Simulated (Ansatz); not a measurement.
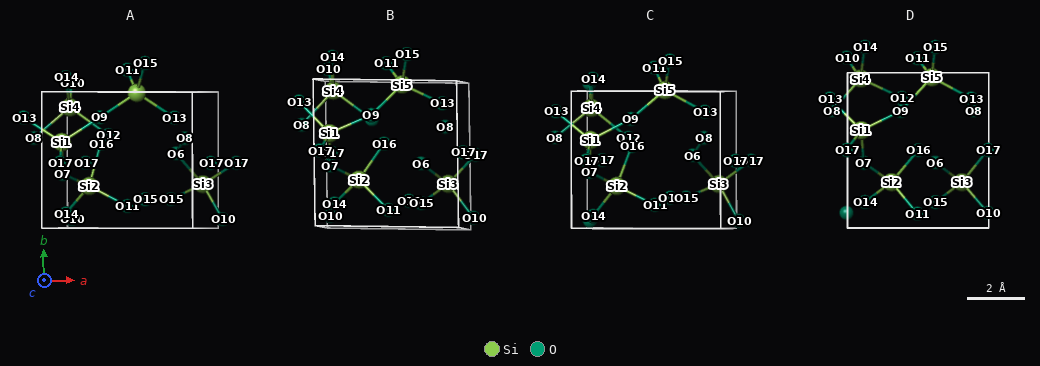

4 geometries from one relaxation of solid Si$_{5}$O$_{12}$ (a generated structure, set up in P1) (coarse preliminary run), in shuffled order. A ball-and-stick model of the cell of the calculation (origin shifted), seen along the c axis.

Case: 1 of 6 Si atoms taken out at random.

The calculation used DFT PBE, scalar-relativistic, plane waves, PAW in Ansatz. (plane-wave cutoff 420 eV; k-point mesh 3 × 3 × 2; occupations gaussian; smearing width 0.1 eV; mesh shifted by (0, 0, 0.5); no spin polarisation; cell and atoms relaxed; force threshold 0.04 eV/Å; at most 50 steps)

**Order the frames from highest to lowest energy.**

D, B, C, A. They are steps 0, 5, 12, 28, at +274 meV per atom, +161 meV per atom, +11.0 meV per atom relative to the last. The largest move relative to the cell is that of O16, 1.21 Å roughly along [−2 1 0]. By element the largest moves are O 1.21 Å, Si 0.57 Å. Cell: a 5.020 → 5.378 Å (+7.1 %), b 5.510 → 4.836 Å (−12.2 %), c 8.695 → 9.120 Å (+4.9 %), β 90.0° → 101.4°, γ 90.0° → 90.2°. Volume −3.3 %. Among the contacts that change: Si4–O16 3.611 → 2.316 Å, O6–O8 2.696 → 1.465 Å, O12–O16 2.678 → 1.488 Å, Si5–O9 1.724 → 1.627 Å. New bonds form, among them: O12–O16 (2.68 → 1.49 Å), O6–O8 (2.70 → 1.47 Å). Among the angles between lasting bonds that change: Si1–O9–Si5 143.4° → 166.5°, Si2–O11–Si5 148.4° → 133.1°, Si1–O17–Si3 148.5° → 133.5°. The space group stays P1 (No. 1). The energy falls by 274 meV per atom in 23 accepted moves (28 points after the start). Largest force component: 2.6 eV/Å at the start, 0.036 eV/Å at the end. Pressure: 2.24 GPa at the start and 0.04 GPa at the end. The line search rejected the trial steps at points 10, 16 of the run. At 3 points the geometry stayed and the basis and grid were re-selected for the new cell (energy shift of 6.6 meV per atom at most each time). Cost: 70 s on 4 threads of Intel(R) Xeon(R) 6975P-C (Granite Rapids) (shared host), peak memory 0.69 GiB.
